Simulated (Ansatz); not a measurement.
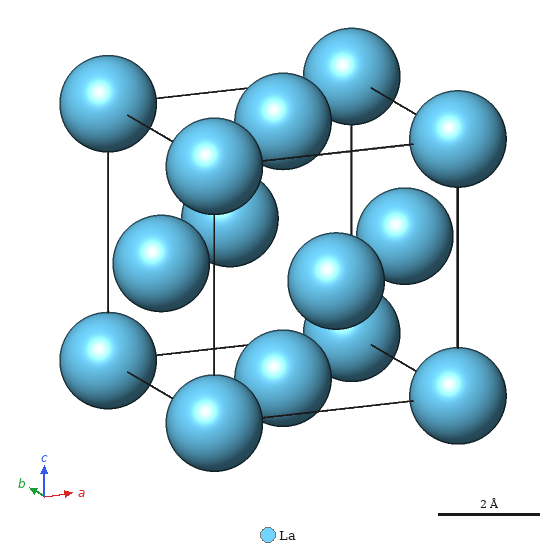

The figure gives a spheres-only picture of the atoms, viewed slightly off an axis. Lines trace the edges of the conventional unit cell.

La, face-centred cubic (Cu type), space group Fm-3m (No. 225), a = 5.280 Å, b = 5.280 Å, c = 5.280 Å, α = 90.00°, β = 90.00°, γ = 90.00°. It goes back to a random cell made by a generator, so it need not be a real form of the element. Earlier steps of the study may have refined or changed the cell and positions. A calculation with Ansatz used it as input.

This one geometry was computed with Ansatz (DFT, plane waves, PAW) at three levels of theory: r2SCAN, PBE and LDA.

Question: Which level gives the highest pressure at this volume, and what does that say about its equilibrium volume?

Answer: Highest: r2SCAN (0.1 GPa) and PBE (0.0 GPa), which points to the largest equilibrium volume. Lowest, with the smallest volume: LDA (-3.4 GPa). Levels within 0.5 GPa of each other can't be told apart.

Question: How does the band gap change with the level of theory?

Answer: All levels give a metal.

Question: Collect the results in a table.

Answer:
| level | cutoff (eV) | k-mesh of the run's cell | gap (eV) | pressure (GPa) |
| --- | --- | --- | --- | --- |
| r2SCAN | 500 | 18×18×18 | metal | 0.1 |
| PBE | 420 | 18×18×18 | metal | 0.0 |
| LDA | 420 | 18×18×18 | metal | -3.4 |

Gaps are taken on the k-mesh or band path of each run.
